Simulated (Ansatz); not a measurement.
The compound is MgS (space group Fm-3m, No. 225), taken as the end point of a relaxation (final pressure about 12 GPa) with DFT PBE, scalar-relativistic, plane waves, PAW in Ansatz.

```cif
data_structure
_symmetry_space_group_name_H-M 'Fm-3m'
_symmetry_Int_Tables_number 225
_cell_length_a 5.0154
_cell_length_b 5.0154
_cell_length_c 5.0154
_cell_angle_alpha 90.000
_cell_angle_beta 90.000
_cell_angle_gamma 90.000
_cell_volume 126.16
loop_
_atom_site_label
_atom_site_type_symbol
_atom_site_symmetry_multiplicity
_atom_site_Wyckoff_symbol
_atom_site_fract_x
_atom_site_fract_y
_atom_site_fract_z
_atom_site_occupancy
Mg1 Mg 4 a 0.00000 0.00000 0.00000 1
S1 S 4 b 0.50000 0.00000 0.00000 1
```

Describe how the polyhedra about Mg are linked (bonds: Mg–S below 2.8 Å).

Mg: MgS6 octahedron, sharing corners with six neighbours and edges with twelve neighbours.

They form a three-dimensional framework of corner- and edge-sharing octahedra.

Centre to centre across a shared corner: 5.02 Å; across a shared edge: 3.55 Å.

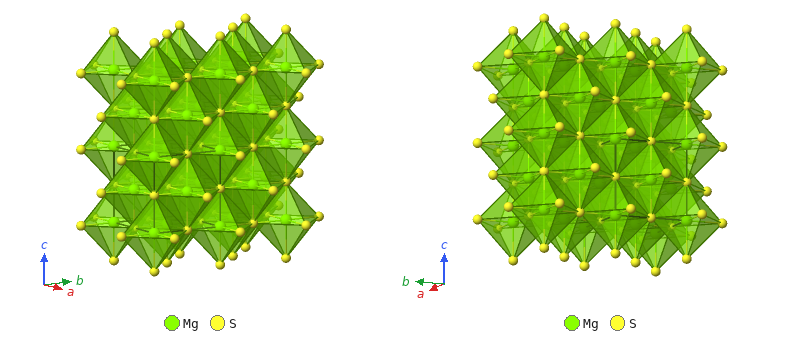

Polyhedra are drawn about Mg (bonds: Mg–S below 2.8 Å); other atoms are plain spheres. Two views of the same piece.
